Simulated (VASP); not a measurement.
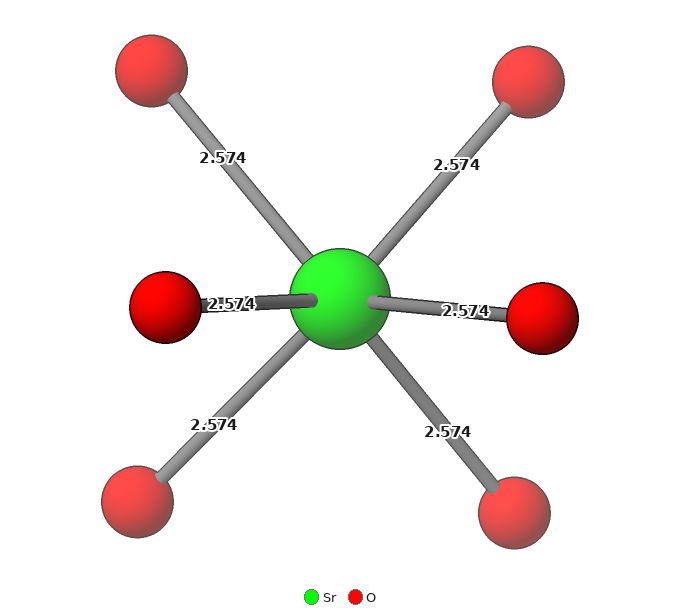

The surroundings of site Sr1 (at 0.667, 0.333, 0.750) in SrO (P6_3/mmc, No. 194), with bond lengths in Å.

The cell is taken from a cell listed in the Materials Project, as set up for an electronic-structure calculation.

```
CELL_PARAMETERS angstrom
3.55329 0.00000 0.00000
-1.77664 3.07724 0.00000
0.00000 0.00000 6.21730
ATOMIC_POSITIONS crystal
Sr 0.66667 0.33333 0.75000
Sr 0.33333 0.66667 0.25000
O 0.00000 0.00000 0.50000
O 0.00000 0.00000 0.00000
```

Bond valence s = exp((R0 − d)/b), R0 fitted to published crystal structures with b = 0.37 Å; R0 in Å: Sr2+–O 2.105.

### Calculate the bond-valence sum of Sr1 from the bonds drawn.

6 × 0.282 = 1.69 v.u., against a formal valence of 2: underbonded (bonds long for this ion) by 0.31.

### And over the whole structure?

```csv
site,"x, y, z",formal valence,bond-valence sum,difference
Sr1,"0.667, 0.333, 0.750",+2,1.70,-0.30
O1,"0.000, 0.000, 0.500",−2,1.70,-0.30
```

These sums include all anions within 5 Å. The global instability index (root mean square of the differences over all atoms) is 0.30 v.u.: above 0.2, which by the usual rule of thumb marks a strained structure. The cell was not relaxed for this table, and a volume that is off by a few per cent shifts all sums together.
